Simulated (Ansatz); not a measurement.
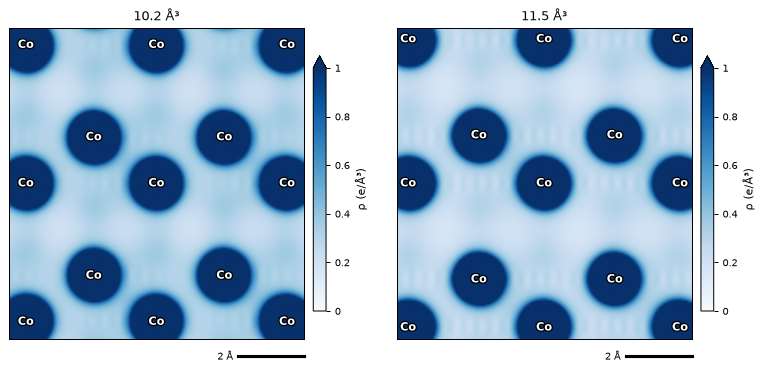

Co. The valence charge density (pseudo) of cells scaled evenly to different volumes (given per atom above each panel), on the (110) plane of each (indices in the axes of the cell below), at one length scale and on one colour scale.

A structure from a database of computed crystals, not necessarily the ambient phase; spin-polarised.

Theory: Ansatz, Kohn-Sham DFT of a periodic cell, r2SCAN, Ansatz PAW.

The density is the valence pseudo-density of a PAW calculation; it isn't the true density close to the nuclei.

The largest cell:

```
Co
1.0
     2.53615    0.00000    0.00000
    -1.26807    2.19637    0.00000
     0.00000    0.00000    4.14298
Co
2
Direct
  0.33333 0.66667 0.74014
  0.66667 0.33333 0.25986
```

| volume (Å³/atom) | Co–Co contact in the plane (Å) | ρ at its midpoint (e/Å³) | pressure (GPa) | largest moment (μB) | 
| --- | --- | --- | --- | --- |
| 10.23 | 2.374 | 0.421 | 11.6 | 1.89 | 
| 11.32 | 2.455 | ? | ? | ? | 
| 11.54 | 2.471 | 0.353 | −14.3 | 1.96 | 

### What values belong in the row with question marks?

Over the known rows ln ρ falls by 1.82 per Å of Co–Co distance (the line through the two), which gives 0.363 e/Å³ at 2.455 Å; the calculation gives 0.363 e/Å³. For the pressure, a straight line in volume between the neighbouring rows gives −10.0 GPa; the calculation gives −11.2, lower because pressure rises ever faster on compression. For the largest moment, a straight line in volume between the neighbouring rows gives 1.95 μB; the calculation gives 1.95.
